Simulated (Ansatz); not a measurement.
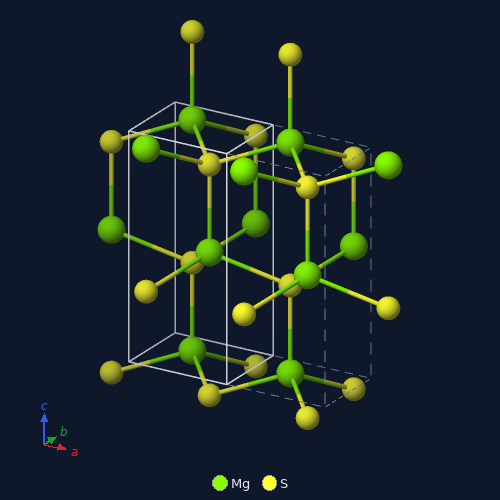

MgS (space group P6_3mc, No. 186). Coordinates: the end point of a relaxation with DFT, PBE, PAW with Ansatz's default frozen-core files, scalar-relativistic (Ansatz 0.2.0); the starting structure was generated, so it need not be a known form of this composition.

Bonds are taken as Mg–S below 2.8 Å. The graph is simplified in the usual way: terminal and isolated atoms are pruned, two-connected atoms become edges.

### What kind of net remains, and which atoms are its nodes?

A uninodal 4-connected, three-periodic net: Mg and S are 4-connected nodes.

### Name the underlying net.

It is the lon net, known from lonsdaleite, wurtzite and tridymite.

### Is the net interpenetrated?

It is a single net, without interpenetration.

### Give the first four terms of the coordination sequence (nodes one, two, three … edges away).

Mg and S: 4, 12, 25, 44.

### How many nodes does the smallest cycle have?

Six.

The simplified net, drawn on the atoms' positions. Nodes are coloured by element. Short stubs are edges that leave the cut-out.

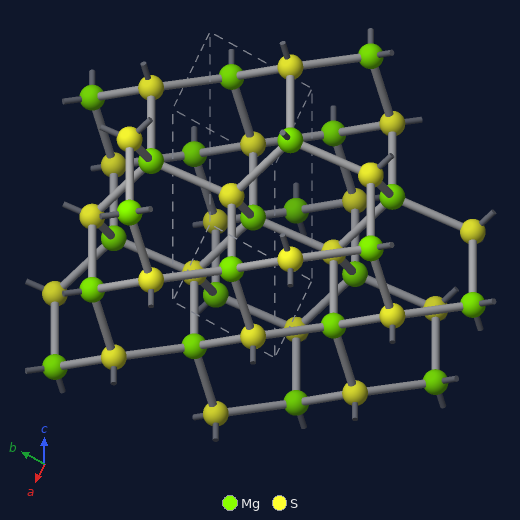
